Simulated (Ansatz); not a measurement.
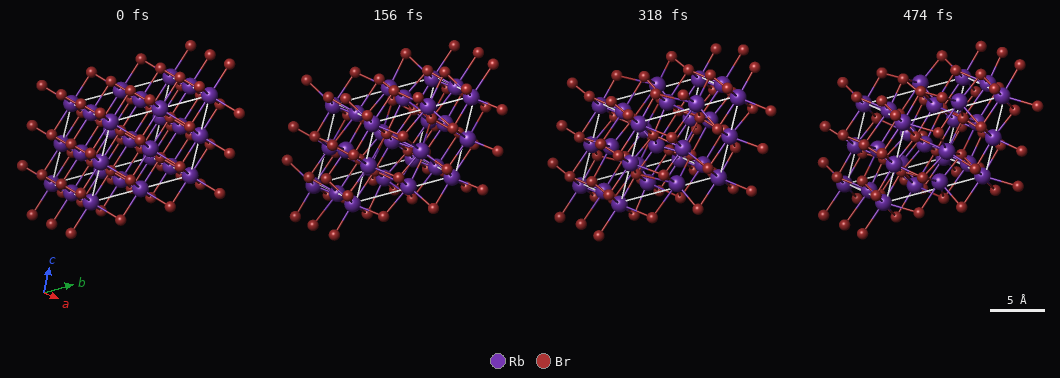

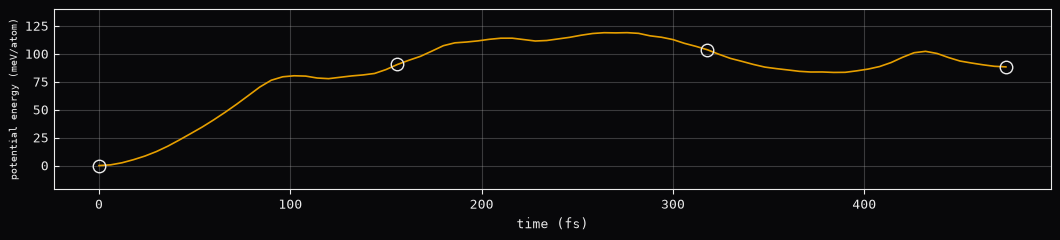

Molecular dynamics of a 16-atom cell of RbBr (set up in Fm-3m), 474 fs long. Frames and the history of the run. Style: ball-and-stick. Shown: the reduced simulation cell, slightly off an axis. Bonds to atoms that aren't drawn are left out. Lengths and directions refer to the drawn axes.

Level of theory: DFT PBE, scalar-relativistic, plane waves, PAW (Ansatz). Run with plane-wave cutoff 420 eV; k-point mesh 1 × 1 × 1; Fermi-Dirac smearing 0.0689 eV; volume 1.02 times that of the relaxed crystal; Langevin thermostat (NVT); set temperature 800 K; time step 6 fs; friction 0.02 per fs.

What do the frames and curves show?

Answer. Over the second half the temperature averages 750 K (spread ±125 K). The potential energy is still drifting at the end, so the run hasn't reached equilibrium. The potential energy in the second half lies on average 99.1 meV per atom above the first frame. The mean pressure there is 1.9 GPa. In the second half of the run the atoms are, in the root-mean-square, this far from where they began (common drift taken out): Br 0.52 Å, Rb 0.49 Å. That is small against the typical shortest distance between atoms in the first frame, about 3.5 Å: the atoms vibrate about their sites and the arrangement holds. The time step of 6 fs is long for the fastest vibrations here (lightest element bromine).

The run took of the order of 6 core-minutes on a shared host.
